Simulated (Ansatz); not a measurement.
**HfSiO$_{4}$: density, localisation and related maps**

Input

```
crystal:
  lattice:
    - [3.54365742, 0.0, 0.0]
    - [0.0, 3.54365742, 0.0]
    - [0.0, 0.0, 5.09969199]
  atoms:
    - { symbol: Hf, position: [0.0, 0.0, 0.0] }
    - { symbol: Si, position: [0.5, 0.5, 0.5] }
    - { symbol: O, position: [0.5, 0.0, 0.73274685] }
    - { symbol: O, position: [0.0, 0.5, 0.26725315] }
    - { symbol: O, position: [0.5, 0.0, 0.26725315] }
    - { symbol: O, position: [0.0, 0.5, 0.73274685] }
kpoints:
  mp_grid: { grid: [6, 6, 4] }
hamiltonian:
  xc: pbesol
scf:
  occupations: { method: fermi_dirac, width: 0.03 }
relax:
  f_tol: 0.01
  cell: {}
  max_steps: 120
output:
  write_density: true
  write_potential: true
  elf: true
  volumetric_format: npy
```

Command:

```sh
ansatz run input.yaml --threads 2 --pin off --max-ram 20275MiB --backend cpu --events-out ev --progress --plain --runs-dir out
```

Below, planes, directions and counts refer to the conventional cell (a = 3.40 Å, b = 3.40 Å, c = 4.87 Å, α = 90.00°, β = 90.00°, γ = 90.00°).

The fields are those of the relaxed geometry.

Space group P4/mmm; a structure from a database of computed crystals, not necessarily the ambient phase; started from the NaHoF4-123 prototype, which need not be the ambient phase.

These are results of DFT, PBEsol, plane waves, PAW in Ansatz 0.2.0, not measurements.

Core electrons are frozen (PAW), and the valence fields are smoothed inside the atomic spheres.

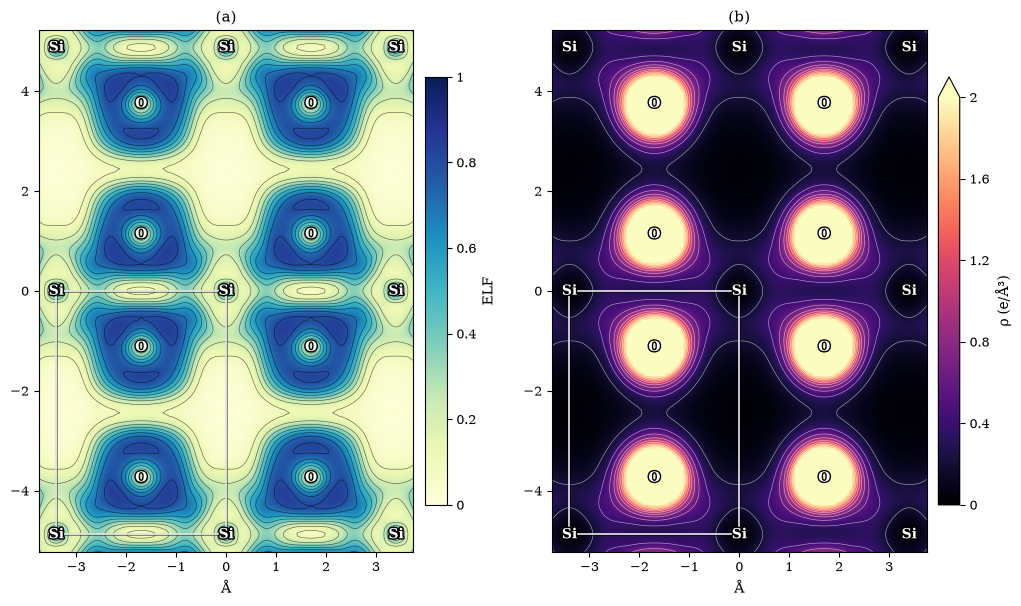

Figure 1. (a) ELF; (b) valence charge density (pseudo) on the (010) plane of the conventional cell.

Describe what can be read from this map.

Answer. Atoms in the plane: Si and O.
Si–O (2.04 Å): the density is about 0.54 e/Å³ at the midpoint; the ELF peaks at about 0.85 between the atoms.
Between the atoms the lowest density in this plane is 0.03 e/Å³.

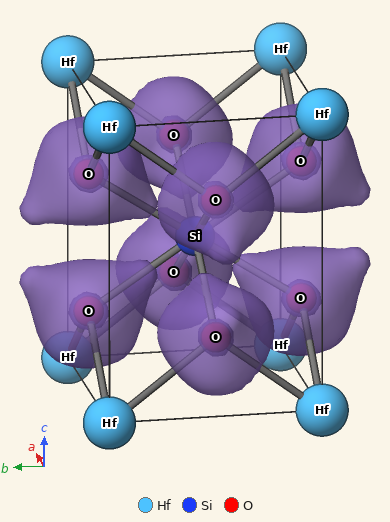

Figure 2. Isosurface of the ELF at 0.6 (purple), seen at an oblique angle. Only the valence region is drawn (cores and ρ < 0.01 e/Å³ removed). Sticks mark near contacts.

Identify the bonds, lone pairs and shells in this picture.

Answer. At this value the surface marks out four regions on O in which the atom's valence shell and bonds are merged, counted in one cell of 6 atoms. Any copies at cell faces, edges or corners count once. Along the contacts the grid gives the following. Hf–O (2.14 Å): the ELF peaks at about 0.85 in the valence shell of O, 0.6 Å from its nucleus, and drops to about 0.20 between the two atoms (no localised pair shows between them).
